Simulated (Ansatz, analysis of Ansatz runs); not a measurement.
**Reproducing a measured hyperfine coupling: [AlO4]0 centre in alpha-quartz**

Subject: [AlO4]0 centre in alpha-quartz. Wanted: its hyperfine coupling, in one set-up (PBE, 36-site cell, PBE lattice, 420 eV, k: the single point 1/4 1/4 1/4 then 2x2x2 shifted 0.5 0.5 0.5, SCF cut short, started with the impurity moved along one bond). The model is a cell of 36 host atoms with 1 Si taken out and 1 Al put in. The isotropic coupling follows from the spin density at the nucleus, the nuclear g-factor and the total spin.

Measured beforehand: 17O that bears the hole, isotropic, printed as -26.0 G: -72.86 MHz, by EPR (quoted in “Hybrid functional calculations of the Al impurity in α-quartz: Hole localization and electron paramagnetic resonance parameters”, 2011, Roland Gillen and John Robertson, quoting earlier work (1981)). 27Al, isotropic, printed as -5.8 G: -16.25 MHz, by EPR (quoted in “Hybrid functional calculations of the Al impurity in α-quartz: Hole localization and electron paramagnetic resonance parameters”, 2011, Roland Gillen and John Robertson, quoting earlier work (1981)).

Main program and level: Ansatz 0.2.0; plane-wave PAW DFT, PBE; relaxation of all atoms of a defect supercell.

## Step 1: Starting point

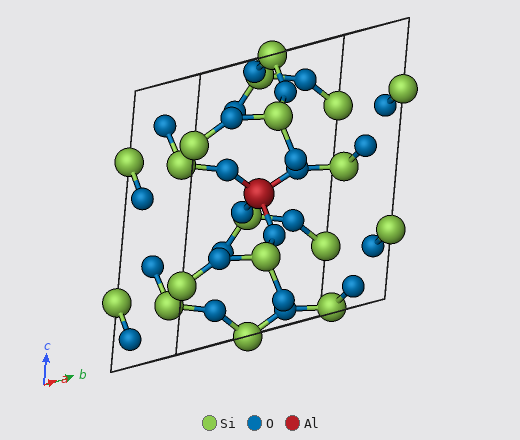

The starting structure, seen slightly off an axis (silicon green, oxygen blue, aluminium red). Some periodic images of atoms are drawn too.

The cell holds 36 atoms: 11 Si, 24 O and 1 Al. Cell: a = 7.452 Å, b = 7.452 Å, c = 10.037 Å, α = 70.3°, β = 70.3°, γ = 71.4°. It derives from SiO2 (space group P3_221). Nearest the centre at fractional (0.500, 0.500, 0.515): Al24 at 0.09 Å, O29 at 1.61 Å, O36 at 1.61 Å, O7 at 1.65 Å, O14 at 1.77 Å, Si21 at 3.10 Å, Si20 at 3.10 Å, Si1 at 3.13 Å.

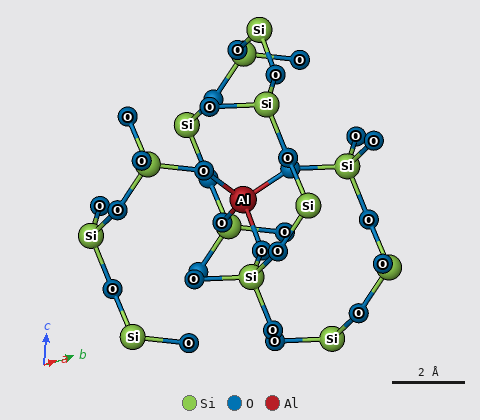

The atoms within 5 Å of the centre.

The host's primitive cell comes from a first run (plane-wave PAW DFT, PBE; relaxation of the host's cell and atoms): vectors of 5.018, 5.018 and 5.509 Å. That is 13.35 Å³ an atom, 6.1 % over the diffraction cell's volume. The supercell is built on it.

## Step 2: Relaxation, charge 0

Every later number rests on the structure around the defect, so the atoms are relaxed at the host's lattice first.

The input, relax/input.yaml:

```yaml
relax:
  f_tol: 0.02
  max_steps: 80
  random_displacement: { amplitude: 0.01, seed: 631 }
crystal:
  lattice:
    - [-2.50916921, 4.34600856, 5.50897406]
    - [5.01833843, 0.0, 5.50897406]
    - [5.01833843, 8.69201713, 0.0]
  atoms:
    - { symbol: Si, position: [0.095148792, 0.571517875, 0.452425604] }
    - { symbol: Si, position: [0.595148792, 0.071517875, 0.202425604] }
    - { symbol: Si, position: [0.404851208, 0.928482125, 0.035758937] }
    - { symbol: Si, position: [0.904851208, 0.428482125, 0.285758937] }
    - { symbol: Si, position: [0.0, 0.0, 0.261815458] }
    - { symbol: Si, position: [0.5, 0.5, 0.011815458] }
    - { symbol: O, position: [0.317998507, 0.476285376, 0.469060751] }
    - { symbol: O, position: [0.817998507, 0.976285376, 0.219060751] }
    - { symbol: O, position: [0.437678714, 0.023271836, 0.360304077] }
    - { symbol: O, position: [0.937678714, 0.523271836, 0.110304077] }
    - { symbol: O, position: [0.435748604, 0.691868613, 0.074922259] }
    - { symbol: O, position: [0.935748604, 0.191868613, 0.324922259] }
    - { symbol: O, position: [0.182001493, 0.023714624, 0.116202693] }
    - { symbol: O, position: [0.69514848, 0.526232986, 0.35537242] }
    - { symbol: O, position: [0.062321286, 0.476728164, 0.340779352] }
    - { symbol: O, position: [0.562321286, 0.976728164, 0.090779352] }
    - { symbol: O, position: [0.064251396, 0.808131387, 0.388730867] }
    - { symbol: O, position: [0.564251396, 0.308131387, 0.138730867] }
    - { symbol: Si, position: [0.095148792, 0.571517875, 0.952425604] }
    - { symbol: Si, position: [0.595148792, 0.071517875, 0.702425604] }
    - { symbol: Si, position: [0.404851208, 0.928482125, 0.535758937] }
    - { symbol: Si, position: [0.904851208, 0.428482125, 0.785758937] }
    - { symbol: Si, position: [0.0, 0.0, 0.761815458] }
    - { symbol: Al, position: [0.489038791, 0.497909777, 0.520839544] }
    - { symbol: O, position: [0.317998507, 0.476285376, 0.969060751] }
    - { symbol: O, position: [0.817998507, 0.976285376, 0.719060751] }
    - { symbol: O, position: [0.437678714, 0.023271836, 0.860304077] }
    - { symbol: O, position: [0.937678714, 0.523271836, 0.610304077] }
    - { symbol: O, position: [0.435748604, 0.691868613, 0.574922259] }
    - { symbol: O, position: [0.935748604, 0.191868613, 0.824922259] }
    - { symbol: O, position: [0.182001493, 0.023714624, 0.616202693] }
    - { symbol: O, position: [0.682001493, 0.523714624, 0.866202693] }
    - { symbol: O, position: [0.062321286, 0.476728164, 0.840779352] }
    - { symbol: O, position: [0.562321286, 0.976728164, 0.590779352] }
    - { symbol: O, position: [0.064251396, 0.808131387, 0.888730867] }
    - { symbol: O, position: [0.564251396, 0.308131387, 0.638730867] }
basis:
  ecutwfc: 420
  xc_grid: 2
hamiltonian:
  xc: pbe
kpoints:
  mp_grid: { grid: [1, 1, 1], shift: [0.25, 0.25, 0.25] }
magnetization:
  spin_polarized: true
  initial_magnetization: 1
  spin_locking: { lock_magnetization: hard }
scf:
  occupations: { method: fermi_dirac, width: 0.01 }
  max_iter: 5
output:
  forces: true
checkpoint:
  write: "../relax.run"
  compress: false
  write_wavefunctions: true
  write_every: 100000
```

Command:

```console
$ ansatz run input.yaml --threads 2 --pin off --max-ram 3768MiB --backend cpu --events-out ev --progress --plain --runs-dir out
```

Numbers of over 12 decimals in the logs are rounded to 6 here.

The log of the run:

```text
[... repeated set-up lines and file paths are left out, and long positions are rounded to six places ...]
Engine: ansatz 0.2.0, aarch64-unknown-linux-gnu
Pseudopotentials: kind: paw
Pseudopotential: Si, paw, valence charge 4, recommended cutoff 420 eV (normal), Si.paw.azcp
Pseudopotential: O, paw, valence charge 6, recommended cutoff 420 eV (normal), O.paw.azcp
Pseudopotential: Al, paw, valence charge 3, recommended cutoff 420 eV (normal), Al.paw.azcp
Functional definition: PBE
  parameter kappa = 0.804
  parameter beta = 0.066725
  exchange = pbe_x(kappa = kappa, mu = beta*pi^2/3)
  correlation = pbe_c(beta = beta)
Crystal: 36 atoms, lattice volume = 480.597 Å³
Basis set: ecut = 420 eV, 9403 PW (Γ), exchange–correlation on 100×100×144 points (8 copies of the dense FFT grid, shifted against one another)
Bands: 132, of which v1, the nominal top of the filled ones, is band 96 counted from 1 (95 counted from 0)
Symmetry: 1 space group operations
k-points: 1
Non-local potential: Si, projectors of the file, l = 0: 2, l = 1: 2, l = 2: 2
Non-local potential: O, projectors of the file, l = 0: 2, l = 1: 2, l = 2: 1
Non-local potential: Al, projectors of the file, l = 0: 2, l = 1: 2, l = 2: 1
PAW form: soft (Blöchl's): semilocal exchange-correlation on the pseudo side does not see the compensation charge
PAW one-centre angular grid: Si, 110 points (default); XC on 64 Gauss nodes
PAW one-centre angular grid: O, 110 points (default); XC on 64 Gauss nodes
PAW one-centre angular grid: Al, 110 points (default); XC on 64 Gauss nodes
Initial density: superposition of atomic densities (chi_scale 0.1, normalization cell, long waves kept (reshape's long-wave potential 0.04 eV rms))
Starting moments: Σ|m| = 1 μB on 36 of 36 sites
Initial wavefunctions: pseudopotential atomic-orbital guess
Functional: x = pbe(κ = 0.804, μ = 0.219515), c = pbe(β = 0.066725)
SCF iter   1: F=—  HF=-21207.549696 eV  |F-HF|=—  |Δ(HF+E_count)|=         —  Δρ=6.40e-2 (↑6.40e-2 ↓6.19e-2)  dr2=7.19e1  dr2_m=3.73e-2  M=1.000 μB ∫|m|=1.010 μB  β_m=0.30  ethr=3.10e-3  ⟨swp⟩=7.0  Hψ=1078  notcnv=0  defer=52
preconditioner: auto → Resta (q_TF=auto, 2.339 Å⁻¹)  ε∞=2.8  [insulator: Δε(μ)=0.074 eV  Ē_g=17.679 eV  σ=0.010 eV  W_gap=0.95  n_scr=102 (ndim 8)  ℏωp=23.4 eV  f_vac=0.010  D(μ)=4.76/eV (n_scr^D=18)  ε∞_Penn≈2.8]
spin=Collinear: Resta preconditioning applied to the charge; magnetization (m = ρ↑ − ρ↓) channel mixes plain (no charge-response kernel on spin).
SCF iter   2: F=—  HF=-21190.199878 eV  |F-HF|=—  |Δ(HF+E_count)|=    1.73e1  Δρ=3.13e-2 (↑2.90e-2 ↓3.13e-2)  dr2=1.55e1  dr2_m=2.48e-1  M=1.000 μB ∫|m|=1.046 μB  β_m=0.41  ethr=3.10e-3  ⟨swp⟩=3.0  Hψ=516  notcnv=0  defer=60
SCF iter   3: F=—  HF=-21187.221941 eV  |F-HF|=—  |Δ(HF+E_count)|=    2.98e0  Δρ=2.04e-2 (↑1.43e-2 ↓2.04e-2)  dr2=3.90e0  dr2_m=1.59e-1  M=1.000 μB ∫|m|=1.074 μB  β_m=0.42  ethr=3.10e-3  ⟨swp⟩=1.0  Hψ=682  notcnv=0
SCF iter   4: F=—  HF=-21186.899762 eV  |F-HF|=—  |Δ(HF+E_count)|=   3.22e-1  Δρ=1.38e-2 (↑8.66e-3 ↓1.38e-2)  dr2=1.55e0  dr2_m=1.10e-1  M=1.000 μB ∫|m|=1.073 μB  β_m=0.45  ethr=2.04e-3  ⟨swp⟩=1.0  Hψ=734  notcnv=0
SCF iter   5: F=—  HF=-21186.919656 eV  |F-HF|=—  |Δ(HF+E_count)|=   1.99e-2  Δρ=8.11e-3 (↑4.40e-3 ↓8.11e-3)  dr2=6.11e-1  dr2_m=3.74e-2  M=1.000 μB ∫|m|=1.081 μB  β_m=0.39  ethr=8.13e-4  ⟨swp⟩=1.0  Hψ=646  notcnv=0
Error: did not converge after 5 iterations: dr2 = 6.11e-1 (threshold 1.00e-5), under the density mixer `msr1`, which `scf.mixing.algorithm: auto` chose by the deck's other keys (type `scf.mixing.algorithm: msr1` to keep it); [...]
```

It took 9.2 s on 2 threads of Arm Neoverse V1, shared host; peak memory 0.91 GiB.

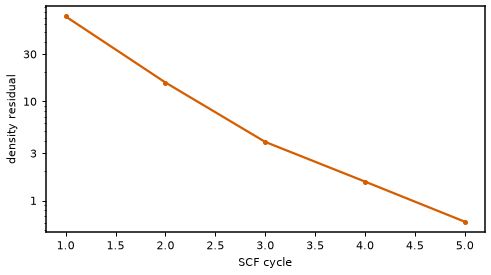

Residual by cycle in this run.

The run stopped without converging, so none of its numbers is a property of the system.

After 5 cycles the residual stands at 0.61. The cap of 5 cycles in the input ended the loop.

The program's message: “Error: did not converge after 5 iterations: dr2 = 6.11e-1 (threshold 1.00e-5), under the density mixer `msr1`, which `scf.mixing.algorithm: auto` chose by the deck's other keys (type `scf.mixing.algor …”

## Step 3: Outcome

The hyperfine coupling was not obtained, because the step “relaxation, charge 0” did not converge; the cause lies in the set-up: too few SCF iterations.

[Logs are printed without paths, hosts, clocks, repeated set-up lines and the standing remarks that a program may print on its own settings, such as how far it seeks lower states.]

[Hosts, paths, dates, database ids (printed as entryN), source tags and the programs' standing remarks are cut or masked in the printed files.]

[For some hosts the program warned that the k-mesh of the response run may be too coarse for force constants and the static dielectric constant; such warnings are not shown here.]
